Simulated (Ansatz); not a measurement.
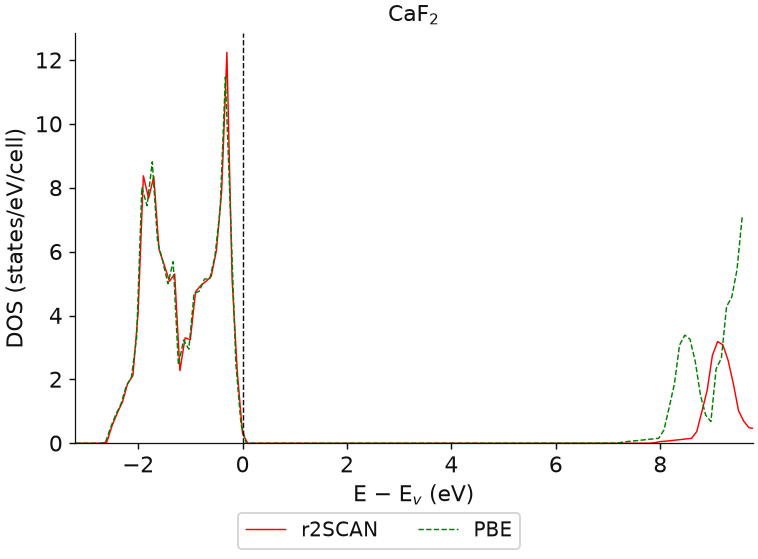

Total densities of states of CaF2, space group Fm-3m (No. 225), 3 atoms in the cell, by two methods on the same cell. Each is counted from its own valence-band top.

What changes from one method to the other?

r2SCAN gives a gap of 7.80 eV and PBE gives a gap of 7.14 eV.

Settings. r2SCAN: DFT r2SCAN, scalar-relativistic, plane waves, PAW, no spin polarisation, 8×8×8 k mesh, 500 eV cutoff (Ansatz). PBE: DFT PBE, scalar-relativistic, plane waves, PAW, no spin polarisation, 8×8×8 k mesh, 420 eV cutoff (Ansatz 0.2.0).
